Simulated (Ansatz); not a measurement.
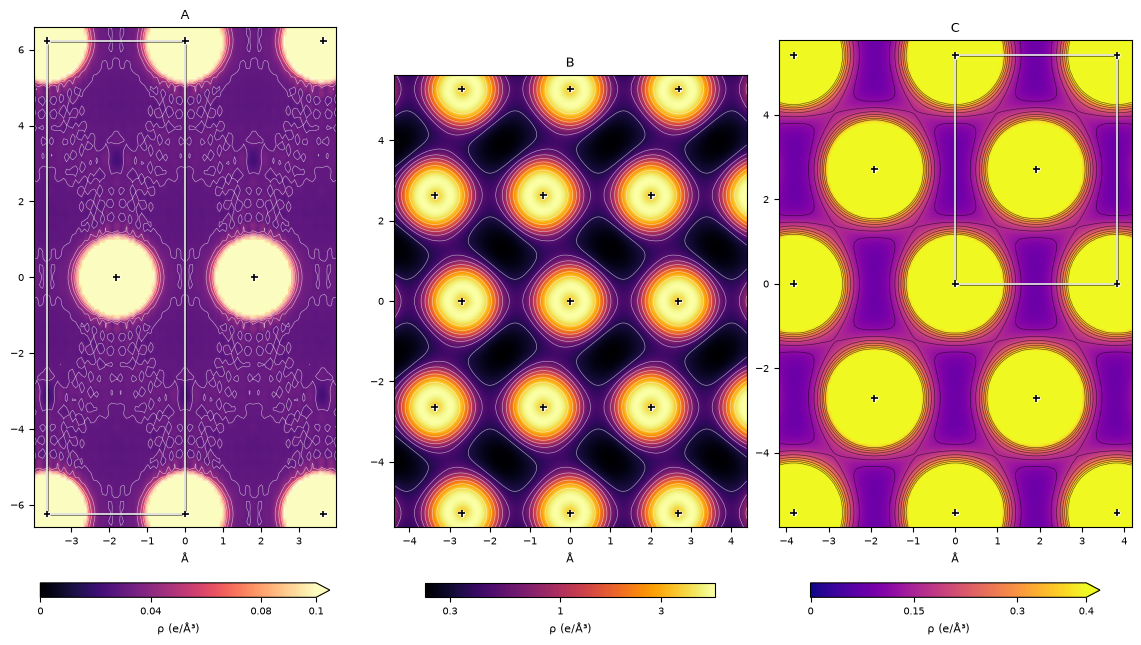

The valence electron density of 3 systems, each on a plane through atoms (crosses mark nuclei in the plane).

The calculation used Ansatz, DFT, PBE, plane waves (420 eV) with PAW, scalar-relativistic.

System 1: Pb, the (11̄0) plane of the conventional cell. Space group Im-3m; set up as Pb, bcc; a generated structure, not necessarily the stable one; changed on purpose from its base cell (volume × 0.88); computed pressure about 7 GPa in this cell.

```
Pb
1.0
     3.82900    0.00000    0.00000
     0.00000    3.82900    0.00000
     0.00000    0.00000    3.82900
Pb
2
Cartesian
  0.0000 0.0000 0.0000
  1.9145 1.9145 1.9145
```

System 2: W, the (011̄) plane of the conventional cell. Space group Fddd; set up as W, beta-Sn type; a generated structure, not necessarily the stable one; changed on purpose from its base cell (volume × 1.0).

System 3: Na, the (001) plane of the conventional cell. Space group C2/c; set up as Na, beta-Sn type; a generated structure, not necessarily the stable one.

```
CELL_PARAMETERS angstrom
0.00813 0.00813 3.64000
8.82485 -8.82485 0.00000
2.31009 2.31009 -1.80511
ATOMIC_POSITIONS crystal
Na 0.00000 0.37484 0.75000
Na 0.50000 0.87484 0.75000
Na 0.00000 0.62516 0.25000
Na 0.50000 0.12516 0.25000
```

Which map belongs to which system?

Panel A is system 3, Na: the plane holds Na. Na–Na (3.64 Å): ρ is about 0.03 e/Å³ halfway. Panel B is system 2, W: the plane holds W. W–W (2.69 Å): ρ is about 0.45 e/Å³ halfway. Panel C is system 1, Pb: the plane holds Pb. Pb–Pb (3.32 Å): ρ is about 0.16 e/Å³ halfway.
